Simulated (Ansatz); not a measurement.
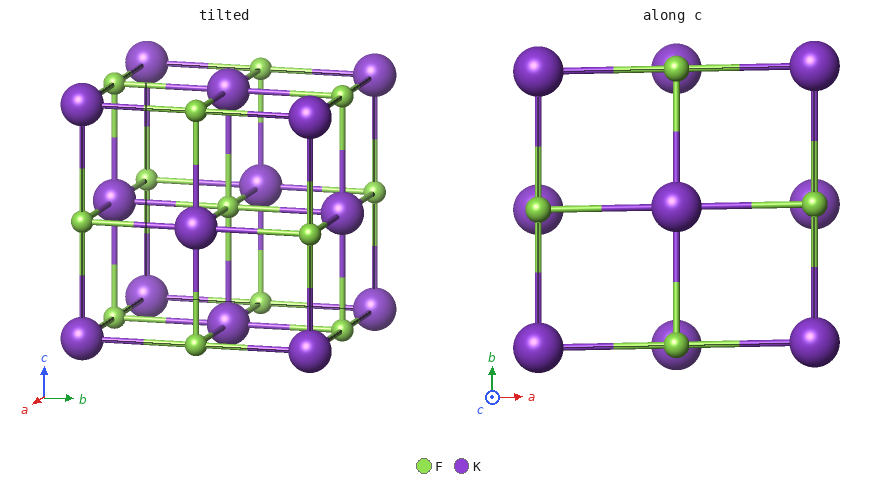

We look at a ball-and-stick model of the crystal slightly off an axis and along the c axis. The box is the drawn cell (a repeat of the simulation cell); atoms on or close to its faces, edges and corners are drawn wherever they repeat.

KF, a = 5.318 Å, b = 5.318 Å, c = 5.318 Å, α = 90.00°, β = 90.00°, γ = 88.85°. Strictly the space group is Immm (No. 71, within 0.01 Å). It is a distorted form of a face-centred cubic structure, space group Fm-3m (No. 225) within 0.25 Å: rock salt (NaCl type). Its origin is a structure type filled with these elements by a generator (whether the compound takes this form wasn't checked). The cell was then strained or its atoms displaced on purpose. A calculation with Ansatz used it as input.

This one geometry was computed with Ansatz (DFT, plane waves, PAW) at three levels of theory: HSE06, PBE and r2SCAN. It was relaxed with r2SCAN and then strained.

**Which level gives the highest pressure at this volume, and what does that say about its equilibrium volume?**

Highest: PBE (1.9 GPa), which points to the largest equilibrium volume. Lowest, with the smallest volume: r2SCAN (0.0 GPa). Levels within 0.5 GPa of each other can't be told apart.

**How does the band gap change with the level of theory?**

PBE: a gap of 6.25 eV, direct; r2SCAN: a gap of 6.90 eV, direct; HSE06: a gap of 8.25 eV, direct.

**Collect the results in a table.**

| level | cutoff (eV) | k-mesh of the run's cell | gap (eV) | pressure (GPa) |
| --- | --- | --- | --- | --- |
| HSE06 | 420 | 6×6×6 | 8.25 | 1.0 |
| PBE | 420 | 8×8×8 | 6.25 | 1.9 |
| r2SCAN | 500 | 8×8×8 | 6.90 | 0.0 |

Gaps are taken on the k-mesh or band path of each run.
